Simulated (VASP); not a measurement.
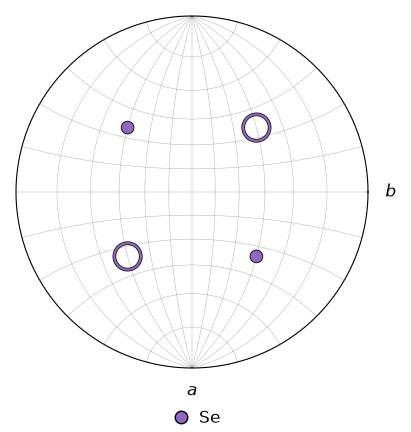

For ZnSe, the end point of a relaxation with VASP Kohn-Sham DFT of a periodic cell, PBE, VASP PAW PBE potentials, recommended (VASP): directions from one zinc atom at (0, 0, 0) to its bonded neighbours, in stereographic projection down c (filled: above the plane of the page or in it, open: below). All values are computed from the atomic coordinates in the standard setting (tolerance 0.002 Å).

Neighbours are counted up to 2.95 Å for Se.

```
Se Zn
1.0
     5.74051    0.00000    0.00000
     0.00000    5.74051    0.00000
     0.00000    0.00000    5.74051
Se Zn
4 4
Direct
  0.25000 0.25000 0.25000
  0.25000 0.75000 0.75000
  0.75000 0.25000 0.75000
  0.75000 0.75000 0.25000
  0.00000 0.00000 0.00000
  0.00000 0.50000 0.50000
  0.50000 0.00000 0.50000
  0.50000 0.50000 0.00000
```

Question: How many neighbours are there, and at what angles?

Answer: 4: 4 Se at 2.49 Å. Angles between bonds: 109° (6×).

Question: What is the site's symmetry in the crystal?

Answer: Point group -43m (Td), order 24: three −4 axes, four threefold axes, six mirror planes. In F-43m, No. 216 this is Wyckoff position 4a.
